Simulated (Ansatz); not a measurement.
# Ni: which magnetic state does the SCF reach?

Wanted: the lowest electronic state of Ni in this cell. One SCF may end in a higher state, so several starts are tried. Ni is taken in the deposited crystal structure (space group Fm-3m, primitive cell doubled), 2 atoms in the cell. Source: COD entry 9011603; the sample's temperature and pressure aren't taken into account.

Program: Ansatz 0.2.0. Level of theory: DFT r2SCAN, PAW, plane waves, scalar-relativistic. These are calculated values, not measurements.

## (1) Starting point

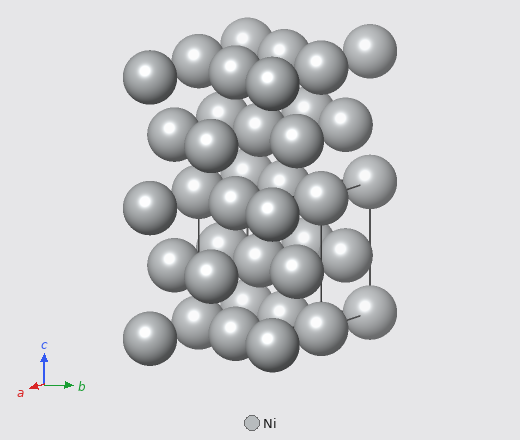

Start, viewed slightly off an axis; nickel light grey. 2×1×2 cells are drawn. Atoms on the faces are drawn again on the opposite ones. The cell drawn here is the conventional one.

Coordinates:

```
Ni
1.0
    -1.74950   -3.49900   -1.74950
    -1.74950    0.00000   -1.74950
     1.74950    0.00000   -1.74950
Ni
2
Direct
  0.00000 0.00000 0.00000
  0.50000 0.00000 0.50000
```

Labels such as Ni2 number the atoms in the order of the input file.

Planned first: parallel moments, plain SCF; opposed moments +-, plain SCF; no spin polarisation; spin on, no moments given (the program may seed its own), plain SCF. What is tried next depends on their ends.

A plain SCF has the search for lower states switched off and ends at the first converged state. Ends within 0.2 meV/atom and 0.1 μB count as one state.

Moments by site are taken inside atomic spheres; the rest lies between them.

## (2) Parallel moments, plain SCF

Input file input.yaml:

```yaml
crystal:
  lattice:
    - [-1.7495, -3.499, -1.7495]
    - [-1.7495, 0.0, -1.7495]
    - [1.7495, 0.0, -1.7495]
  atoms:
    - { symbol: Ni, position: [0.0, 0.0, 0.0], spin: 2.0 }
    - { symbol: Ni, position: [0.5, 0.0, 0.5], spin: 2.0 }
magnetization:
  spin_polarized: true
hamiltonian:
  xc: r2scan
  pseudopotentials: { kind: paw }
basis:
  ecutwfc: 500
kpoints:
  mp_grid: { grid: [8, 13, 11] }
scf:
  occupations: { method: fermi_dirac, width: 0.05 }
  lower_state_search: "off"
output:
  forces: true
  stress: true
```

Started as:

```bash
$ ansatz run input.yaml --threads 2 --pin off --max-ram 5120MiB --backend cpu --events-out ev --progress --plain --runs-dir out
```

Log, cut to the lines that bear on the results:

```text
Warning: crystal.symmetry: narrowed to the stabiliser of the k-point mesh — unitary ops 32 → 8; excluded 24 operations that carry a point of the 8×13×11 mesh (shift [0, 0, 0]) off the mesh (the run samples exactly the mesh kpoints.mp_grid names, as under crystal.symmetry.detect: false, [...]
Pseudopotentials: kind: paw
Pseudopotential: Ni, paw, valence charge 18, recommended cutoff 500 eV (meta_gga), Ni.paw.azcp
Functional definition: r2SCAN
[...]
Crystal: 2 atoms, lattice volume = 21.419 Å³
Basis set: ecut = 500 eV, 537 PW (Γ), exchange–correlation on 128×80×80 points (64 copies of the dense FFT grid, shifted against one another)
Bands: 24, of which v1, the nominal top of the filled ones, is band 18 counted from 1 (17 counted from 0)
Symmetry: 8 space group operations
k-points: 318 of 1144
[...]
Starting moments: Σ|m| = 4 μB on 2 of 2 sites
[...]
SCF iter   1: F=-11690.400492 eV  HF=-11689.742112 eV  |F-HF|=6.58e-1  |Δ(HF+E_count)|=         —  Δρ=1.13e-1 (↑9.62e-2 ↓1.13e-1)  dr2=3.61e-2  dr2_τ=3.58e-2  dr2_m=2.12e0  M=2.033 μB ∫|m|=2.322 μB  β_m=0.61  ethr=1.01e-4  ⟨swp⟩=1.9  Hψ=86071  notcnv=0
[...]
spin-set hold released at iteration 1 (the charge has settled, or the pull on large starting moments outlasts its swing): the magnetisation degrees of freedom join the quasi-Newton model from the next iteration; the mixer history was flushed
[...]
SCF iter  17: F=-11690.581348 eV  HF=-11690.581348 eV  |F-HF|=2.60e-9  |Δ(HF+E_count)|=   2.16e-7  Δρ=1.91e-6 (↑1.60e-6 ↓1.91e-6)  dr2=3.89e-10  dr2_τ=8.45e-12  dr2_m=3.81e-11  M=1.479 μB ∫|m|=1.819 μB  ethr=8.32e-12  ⟨swp⟩=4.4  Hψ=53358  notcnv=0
[...]
this state was not tested for a lower state beside it, because the mixer in use, unlike msr1, does not test its closes by its own steps (another_mixer; see scf.mixing.algorithm and scf.lower_state_search)
SCF converged after 17 iterations
Magnetization: 1.4795 μB (18.7397 up, 17.2603 down)
Absolute magnetization: 1.8214 μB (∫|ρ↑−ρ↓|, with the PAW one-centre terms)
Spin contamination: 0.0417 ħ² per cell (⟨S²⟩ above its minimum at these occupations)
Per-site moments (μB) at R_I (Å): [(0.8073882432277942, 1.0205937337908386), (0.8073882432277942, 1.0205937337908386)]
Free energy (F): -11690.581348 eV
[...]
E sigma→0 (E₀):  -11690.570508 eV
Entropy (-TS):   -0.021682 eV (-10.841 meV/atom)
Fermi energy:    18.484333 eV
[...]
--- Forces (eV/Å), atoms counted from 1 ---
  atom   1  Ni    -0.00000000     0.00000000    -0.00000000
  atom   2  Ni    -0.00000000    -0.00000000    -0.00000000
[...]
--- Stress (GPa, compression-positive) ---
       -3.816556       0.019760      -0.292288
        0.019783      -3.701370       0.019783
       -0.292288       0.019760      -3.816556
  P = ⅓ Tr σ = -3.7782 GPa (-37.782 kbar)
```

Wall time 52 s (2 threads of Arm Neoverse V1, shared host); peak memory 0.59 GiB.

Result: ferromagnetic, site moments Ni1 0.81, Ni2 0.81 μB, total 1.48 μB per cell, no gap on the k-mesh.

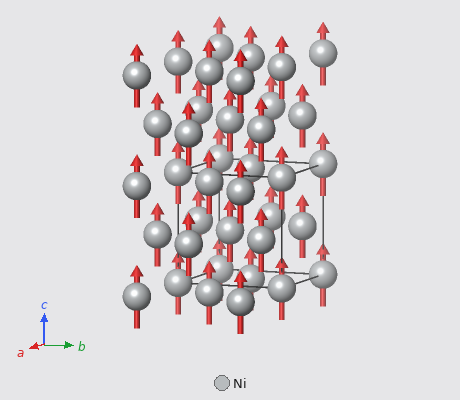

Arrows show the site moments: red and blue are opposite signs, and length grows with size. The axis is drawn upright for the eye.

## (3) Opposed moments +-, plain SCF

Changes to input.yaml since step 2:

```diff
@@ -7,3 +7,3 @@
     - { symbol: Ni, position: [0.0, 0.0, 0.0], spin: 2.0 }
-    - { symbol: Ni, position: [0.5, 0.0, 0.5], spin: 2.0 }
+    - { symbol: Ni, position: [0.5, 0.0, 0.5], spin: -2.0 }
 magnetization:
@@ -23 +23,5 @@
   stress: true
+  write_density: true
+  write_potential: true
+  elf: true
+  volumetric_format: npy
```

Started as:

```bash
$ ansatz run input.yaml --threads 2 --pin off --max-ram 5120MiB --backend cpu --events-out ev --progress --plain --runs-dir out
```

Log, cut to the lines that bear on the results:

```text
Warning: crystal.symmetry: narrowed to the stabiliser of the k-point mesh — unitary ops 16 → 4; excluded 12 operations that carry a point of the 8×13×11 mesh (shift [0, 0, 0]) off the mesh (the run samples exactly the mesh kpoints.mp_grid names, as under crystal.symmetry.detect: false, [...]
[... 12 lines as in an earlier run ...]
Symmetry: 4 space group operations
[... 6 lines as in an earlier run ...]
Starting moments: Σ|m| = 4 μB on 2 of 2 sites
[... 2 lines as in an earlier run ...]
spin-down is spin-up translated by (0.5, 0, 0.5): one eigenproblem is solved per k-point and the antiferromagnetic symmetry of the starting moments is kept exactly by this SCF (crystal.symmetry.spin_inversion_symmetry: false solves both channels; [...]
SCF iter   1: F=-11689.905977 eV  HF=-11689.235837 eV  |F-HF|=6.70e-1  |Δ(HF+E_count)|=         —  Δρ=1.25e-1 (↑1.25e-1 ↓1.25e-1)  dr2=9.92e-2  dr2_τ=3.84e-2  dr2_m=3.01e0  M=0.000 μB ∫|m|=2.057 μB  β_m=0.30  ethr=2.77e-4  ⟨swp⟩=1.8  Hψ=44366  notcnv=0
[...]
[... 1 line as in an earlier run ...]
SCF converged after 23 iterations
Magnetization: 0.0000 μB (18.0000 up, 18.0000 down)
Absolute magnetization: 0.5646 μB (∫|ρ↑−ρ↓|, with the PAW one-centre terms)
Spin contamination: 0.2516 ħ² per cell (⟨S²⟩ above its minimum at these occupations)
Per-site moments (μB) at R_I (Å): [(0.27568765303743886, 1.0205937337908386), (-0.27568765303743886, 1.0205937337908386)]
Free energy (F): -11690.362149 eV
[...]
E sigma→0 (E₀):  -11690.342481 eV
Entropy (-TS):   -0.039336 eV (-19.668 meV/atom)
Fermi energy:    18.139271 eV
[...]
--- Forces (eV/Å), atoms counted from 1 ---
  atom   1  Ni    -0.00000000     0.00000000     0.00000000
  atom   2  Ni    -0.00000000     0.00000000    -0.00000000
[...]
--- Stress (GPa, compression-positive) ---
       -5.789632      -0.000428      -0.479813
       -0.000464      -5.663655      -0.000464
       -0.479813      -0.000428      -5.789632
  P = ⅓ Tr σ = -5.7476 GPa (-57.476 kbar)
--- Band table (eV; the first three rows and the last of 636) ---
[... band rows left out ...]
[...]
```

Wall time 60 s (2 threads of Arm Neoverse V1, shared host); peak memory 0.58 GiB.

The state reached is antiferromagnetic (magnetic neighbours of Ni1 with a moment over 0.3 of its own that point the other way: 8 of 12 at 2.47 Å, 0 of 6 at 3.50 Å), site moments Ni1 0.28, Ni2 -0.28 μB, total 0.00 μB per cell, no gap on the k-mesh. Against step 2, the lowest until now, it is 110 meV/atom higher.

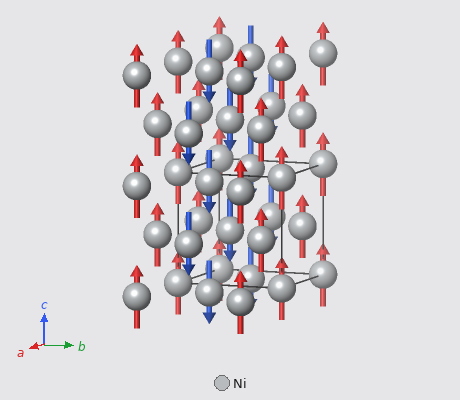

Arrows show the site moments: red and blue are opposite signs, and length grows with size. The axis is drawn upright for the eye.

The maps below are laid out on this run's own conventional cell (a, b, c = 3.499, 3.499, 3.499 Å).

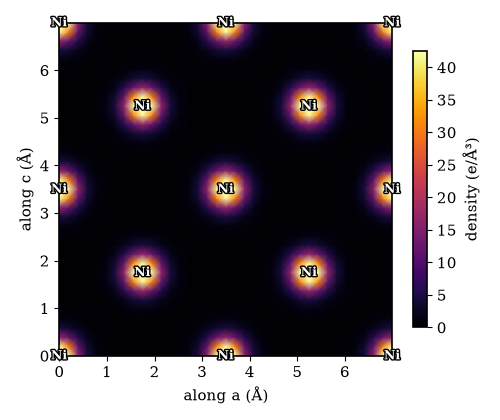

Density in a lattice plane of the grid's cell (edges 3.50 and 3.50 Å, at 0.000 of the third edge), which holds Ni. Only atoms in the plane are labelled; the density scale stops at 42.50 e/Å³. It is the smooth density of the valence electrons, not physical close to the nuclei.

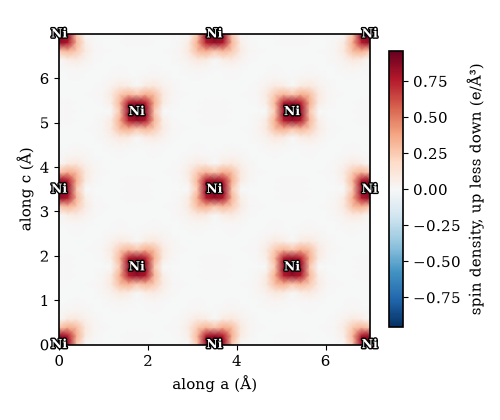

Spin density in a lattice plane of the grid's cell (edges 3.50 and 3.50 Å, at 0.000 of the third edge), which holds Ni.

## (4) No spin polarisation

Input file input.yaml:

```yaml
crystal:
  lattice:
    - [-1.7495, -3.499, -1.7495]
    - [-1.7495, 0.0, -1.7495]
    - [1.7495, 0.0, -1.7495]
  atoms:
    - { symbol: Ni, position: [0.0, 0.0, 0.0] }
    - { symbol: Ni, position: [0.5, 0.0, 0.5] }
hamiltonian:
  xc: r2scan
  pseudopotentials: { kind: paw }
basis:
  ecutwfc: 500
kpoints:
  mp_grid: { grid: [8, 13, 11] }
scf:
  occupations: { method: fermi_dirac, width: 0.05 }
  lower_state_search: "off"
output:
  forces: true
  stress: true
```

Started as:

```bash
$ ansatz run input.yaml --threads 2 --pin off --max-ram 5120MiB --backend cpu --events-out ev --progress --plain --runs-dir out
```

Log, cut to the lines that bear on the results:

```text
[... 12 lines as in an earlier run ...]
Bands: 22, of which v1, the nominal top of the filled ones, is band 18 counted from 1 (17 counted from 0)
[... 6 lines as in an earlier run ...]
[...]
[... 2 lines as in an earlier run ...]
SCF iter   1: F=-11690.326464 eV  HF=-11690.240248 eV  |F-HF|=8.62e-2  |Δ(HF+E_count)|=         —  Δρ=2.00e-2  dr2=4.59e-2  dr2_τ=6.10e-2  ethr=1.77e-3  ⟨swp⟩=5.5  Hψ=28649  notcnv=0
[...]
SCF iter   9: F=-11690.342937 eV  HF=-11690.342937 eV  |F-HF|=3.64e-11  |Δ(HF+E_count)|=   1.53e-8  Δρ=1.37e-6  dr2=8.71e-11  dr2_τ=1.20e-11  ethr=2.78e-10  ⟨swp⟩=5.2  Hψ=30939  notcnv=0
[...]
SCF converged after 9 iterations
Free energy (F): -11690.342937 eV
[...]
E sigma→0 (E₀):  -11690.315698 eV
Entropy (-TS):   -0.054479 eV (-27.239 meV/atom)
Fermi energy:    18.099227 eV
[...]
--- Forces (eV/Å), atoms counted from 1 ---
  atom   1  Ni    -0.00000000     0.00000000    -0.00000000
  atom   2  Ni    -0.00000000    -0.00000000    -0.00000000
[...]
--- Stress (GPa, compression-positive) ---
       -6.390250      -0.007916      -0.169880
       -0.007915      -6.442416      -0.007915
       -0.169880      -0.007916      -6.390250
  P = ⅓ Tr σ = -6.4076 GPa (-64.076 kbar)
```

It took 13 s on 2 threads of Arm Neoverse V1, shared host; peak memory 0.47 GiB.

The state reached is non-magnetic (no spin polarisation), no gap on the k-mesh. It lies 119 meV/atom above the lowest state so far (step 2).

## (5) Spin on, no moments given (the program may seed its own), plain SCF

Changes to input.yaml since step 4:

```diff
@@ -21 +21,7 @@
   stress: true
+  write_density: true
+  write_potential: true
+  elf: true
+  volumetric_format: npy
+magnetization:
+  spin_polarized: true
```

Started as:

```bash
$ ansatz run input.yaml --threads 2 --pin off --max-ram 5120MiB --backend cpu --events-out ev --progress --plain --runs-dir out
```

Log, cut to the lines that bear on the results:

```text
[... 1 line as in an earlier run ...]
band count auto-derived: 24 (N_el = 36.0; filled up to band 18; 22 by the electrons, moments and atoms)
[... 21 lines as in an earlier run ...]
[...]
SCF iter   1: F=-11689.982709 eV  HF=-11688.909461 eV  |F-HF|=1.07e0  |Δ(HF+E_count)|=         —  Δρ=1.84e-1 (↑1.84e-1 ↓1.70e-1)  dr2=2.57e-2  dr2_τ=4.37e-2  dr2_m=6.12e0  M=2.465 μB ∫|m|=2.465 μB  ethr=7.45e-4  ⟨swp⟩=1.1  Hψ=42470  notcnv=0
[...]
SCF iter  11: F=-11690.581348 eV  HF=-11690.581348 eV  |F-HF|=2.99e-9  |Δ(HF+E_count)|=   2.17e-7  Δρ=1.10e-5 (↑2.82e-6 ↓1.10e-5)  dr2=1.06e-8  dr2_τ=7.14e-11  dr2_m=7.12e-9  M=1.479 μB ∫|m|=1.819 μB  ethr=4.01e-11  ⟨swp⟩=6.8  Hψ=105204  notcnv=0
[...]
SCF converged after 11 iterations
Magnetization: 1.4794 μB (18.7397 up, 17.2603 down)
Absolute magnetization: 1.8213 μB (∫|ρ↑−ρ↓|, with the PAW one-centre terms)
Spin contamination: 0.0417 ħ² per cell (⟨S²⟩ above its minimum at these occupations)
Per-site moments (μB) at R_I (Å): [(0.8073521901482864, 1.0205937337908386), (0.8073521901482864, 1.0205937337908386)]
Free energy (F): -11690.581348 eV
[...]
E sigma→0 (E₀):  -11690.570507 eV
Entropy (-TS):   -0.021682 eV (-10.841 meV/atom)
Fermi energy:    18.484366 eV
[... 31 lines left out: energy terms, forces, stress, bands ...]
```

Run time: 46 s. Hardware: 2 threads of Arm Neoverse V1, shared host; peak memory 0.62 GiB.

Nothing new: the 11 iterations lead to the state found in step 2 (ferromagnetic).

## (6) Parallel moments scaled by 0.1, plain SCF

Changes to input.yaml since step 5:

```diff
@@ -6,4 +6,6 @@
   atoms:
-    - { symbol: Ni, position: [0.0, 0.0, 0.0] }
-    - { symbol: Ni, position: [0.5, 0.0, 0.5] }
+    - { symbol: Ni, position: [0.0, 0.0, 0.0], spin: 0.2 }
+    - { symbol: Ni, position: [0.5, 0.0, 0.5], spin: 0.2 }
+magnetization:
+  spin_polarized: true
 hamiltonian:
@@ -25,3 +27 @@
   volumetric_format: npy
-magnetization:
-  spin_polarized: true
```

Started as:

```bash
$ ansatz run input.yaml --threads 2 --pin off --max-ram 5120MiB --backend cpu --events-out ev --progress --plain --runs-dir out
```

Log, cut to the lines that bear on the results:

```text
[... 12 lines as in an earlier run ...]
Bands: 23, of which v1, the nominal top of the filled ones, is band 18 counted from 1 (17 counted from 0)
[... 7 lines as in an earlier run ...]
Starting moments: Σ|m| = 0.4 μB on 2 of 2 sites
[... 2 lines as in an earlier run ...]
[...]
SCF iter   1: F=-11690.312194 eV  HF=-11690.188387 eV  |F-HF|=1.24e-1  |Δ(HF+E_count)|=         —  Δρ=6.10e-2 (↑6.10e-2 ↓1.95e-2)  dr2=2.64e-1  dr2_τ=1.49e-2  dr2_m=2.73e-1  M=0.783 μB ∫|m|=0.796 μB  β_m=1.00  ethr=7.36e-4  ⟨swp⟩=1.1  Hψ=81066  notcnv=0
[...]
spin-set hold released at iteration 6 (site moments contracting): the magnetisation degrees of freedom join the quasi-Newton model from the next iteration; the mixer history was flushed
[...]
SCF iter  21: F=-11690.581348 eV  HF=-11690.581348 eV  |F-HF|=7.36e-9  |Δ(HF+E_count)|=   3.06e-7  Δρ=1.33e-6 (↑1.14e-6 ↓1.33e-6)  dr2=1.74e-10  dr2_τ=2.85e-12  dr2_m=8.67e-11  M=1.479 μB ∫|m|=1.819 μB  ethr=8.72e-12  ⟨swp⟩=9.2  Hψ=104984  notcnv=0
[...]
[... 1 line as in an earlier run ...]
SCF converged after 21 iterations
Magnetization: 1.4794 μB (18.7397 up, 17.2603 down)
Absolute magnetization: 1.8213 μB (∫|ρ↑−ρ↓|, with the PAW one-centre terms)
Spin contamination: 0.0417 ħ² per cell (⟨S²⟩ above its minimum at these occupations)
Per-site moments (μB) at R_I (Å): [(0.807360448029048, 1.0205937337908386), (0.807360448029048, 1.0205937337908386)]
Free energy (F): -11690.581348 eV
[...]
E sigma→0 (E₀):  -11690.570507 eV
Entropy (-TS):   -0.021682 eV (-10.841 meV/atom)
Fermi energy:    18.484296 eV
[... 31 lines left out: energy terms, forces, stress, bands ...]
```

It took 83 s on 2 threads of Arm Neoverse V1, shared host; peak memory 0.6 GiB.

This is the state of step 2 again (ferromagnetic), after 21 iterations.

## (7) Moments ++ scaled by 1.4, plain SCF

Changes to input.yaml since step 6:

```diff
@@ -6,4 +6,4 @@
   atoms:
-    - { symbol: Ni, position: [0.0, 0.0, 0.0], spin: 0.2 }
-    - { symbol: Ni, position: [0.5, 0.0, 0.5], spin: 0.2 }
+    - { symbol: Ni, position: [0.0, 0.0, 0.0], spin: 2.8 }
+    - { symbol: Ni, position: [0.5, 0.0, 0.5], spin: 2.8 }
 magnetization:
@@ -23,5 +23 @@
   stress: true
-  write_density: true
-  write_potential: true
-  elf: true
-  volumetric_format: npy
```

Started as:

```bash
$ ansatz run input.yaml --threads 2 --pin off --max-ram 5120MiB --backend cpu --events-out ev --progress --plain --runs-dir out
```

Log, cut to the lines that bear on the results:

```text
[... 12 lines as in an earlier run ...]
Bands: 25, of which v1, the nominal top of the filled ones, is band 18 counted from 1 (17 counted from 0)
[... 7 lines as in an earlier run ...]
Starting moments: Σ|m| = 5.6 μB on 2 of 2 sites
[... 2 lines as in an earlier run ...]
[...]
SCF iter   1: F=-11690.103875 eV  HF=-11688.464535 eV  |F-HF|=1.64e0  |Δ(HF+E_count)|=         —  Δρ=1.79e-1 (↑1.79e-1 ↓1.79e-1)  dr2=1.80e-2  dr2_τ=8.02e-2  dr2_m=6.24e0  M=2.425 μB ∫|m|=2.628 μB  β_m=0.30  ethr=4.99e-5  ⟨swp⟩=2.0  Hψ=97191  notcnv=0
[...]
spin-set hold released at iteration 9 (site moments contracting): the magnetisation degrees of freedom join the quasi-Newton model from the next iteration; the mixer history was flushed
[...]
SCF iter  22: F=-11690.581348 eV  HF=-11690.581348 eV  |F-HF|=3.53e-8  |Δ(HF+E_count)|=   2.45e-7  Δρ=4.63e-6 (↑4.60e-6 ↓4.63e-6)  dr2=7.27e-10  dr2_τ=1.58e-11  dr2_m=3.00e-9  M=1.479 μB ∫|m|=1.819 μB  ethr=1.51e-11  ⟨swp⟩=4.6  Hψ=55162  notcnv=0
[...]
[... 1 line as in an earlier run ...]
SCF converged after 22 iterations
Magnetization: 1.4793 μB (18.7397 up, 17.2603 down)
Absolute magnetization: 1.8212 μB (∫|ρ↑−ρ↓|, with the PAW one-centre terms)
Spin contamination: 0.0417 ħ² per cell (⟨S²⟩ above its minimum at these occupations)
Per-site moments (μB) at R_I (Å): [(0.8073014676966661, 1.0205937337908386), (0.8073014676966661, 1.0205937337908386)]
Free energy (F): -11690.581348 eV
[...]
E sigma→0 (E₀):  -11690.570507 eV
Entropy (-TS):   -0.021683 eV (-10.842 meV/atom)
Fermi energy:    18.484248 eV
[... 26 lines left out: energy terms, forces, stress ...]
```

Wall time 66 s (2 threads of Arm Neoverse V1, shared host); peak memory 0.6 GiB.

This is the state of step 2 again (ferromagnetic), after 22 iterations.

## (8) A moment on one site alone, plain SCF

Changes to input.yaml since step 7:

```diff
@@ -6,4 +6,4 @@
   atoms:
-    - { symbol: Ni, position: [0.0, 0.0, 0.0], spin: 2.8 }
-    - { symbol: Ni, position: [0.5, 0.0, 0.5], spin: 2.8 }
+    - { symbol: Ni, position: [0.0, 0.0, 0.0] }
+    - { symbol: Ni, position: [0.5, 0.0, 0.5], spin: 2.0 }
 magnetization:
@@ -23 +23,5 @@
   stress: true
+  write_density: true
+  write_potential: true
+  elf: true
+  volumetric_format: npy
```

Started as:

```bash
$ ansatz run input.yaml --threads 2 --pin off --max-ram 5120MiB --backend cpu --events-out ev --progress --plain --runs-dir out
```

Log, cut to the lines that bear on the results:

```text
[... 20 lines as in an earlier run ...]
Starting moments: Σ|m| = 2 μB on 1 of 2 sites
[... 2 lines as in an earlier run ...]
SCF iter   1: F=-11687.030176 eV  HF=-11690.134731 eV  |F-HF|=3.10e0  |Δ(HF+E_count)|=         —  Δρ=1.10e-1 (↑1.10e-1 ↓3.90e-2)  dr2=3.73e0  dr2_τ=2.23e-2  dr2_m=3.48e-1  M=1.586 μB ∫|m|=1.723 μB  β_m=0.30  ethr=3.10e-3  ⟨swp⟩=5.4  Hψ=58847  notcnv=0
[...]
spin-set hold released at iteration 5 (the charge has settled, or the pull on large starting moments outlasts its swing): the magnetisation degrees of freedom join the quasi-Newton model from the next iteration; the mixer history was flushed
[...]
SCF iter  21: F=-11690.581348 eV  HF=-11690.581348 eV  |F-HF|=3.51e-8  |Δ(HF+E_count)|=   2.22e-7  Δρ=6.36e-6 (↑4.94e-6 ↓6.36e-6)  dr2=1.03e-8  dr2_τ=5.11e-11  dr2_m=4.02e-10  M=1.479 μB ∫|m|=1.819 μB  ethr=1.99e-11  ⟨swp⟩=10.4  Hψ=118095  notcnv=0
[...]
[... 1 line as in an earlier run ...]
SCF converged after 21 iterations
Magnetization: 1.4795 μB (18.7397 up, 17.2603 down)
Absolute magnetization: 1.8214 μB (∫|ρ↑−ρ↓|, with the PAW one-centre terms)
Spin contamination: 0.0417 ħ² per cell (⟨S²⟩ above its minimum at these occupations)
Per-site moments (μB) at R_I (Å): [(0.807334183398892, 1.0205937337908386), (0.8074619718994146, 1.0205937337908386)]
Free energy (F): -11690.581348 eV
[...]
E sigma→0 (E₀):  -11690.570507 eV
Entropy (-TS):   -0.021682 eV (-10.841 meV/atom)
Fermi energy:    18.484334 eV
[... 31 lines left out: energy terms, forces, stress, bands ...]
```

Run time: 73 s. Hardware: 2 threads of Arm Neoverse V1, shared host; peak memory 0.61 GiB.

This is the state of step 2 again (ferromagnetic), after 21 iterations.

(Part 1 of 2 ends here.)
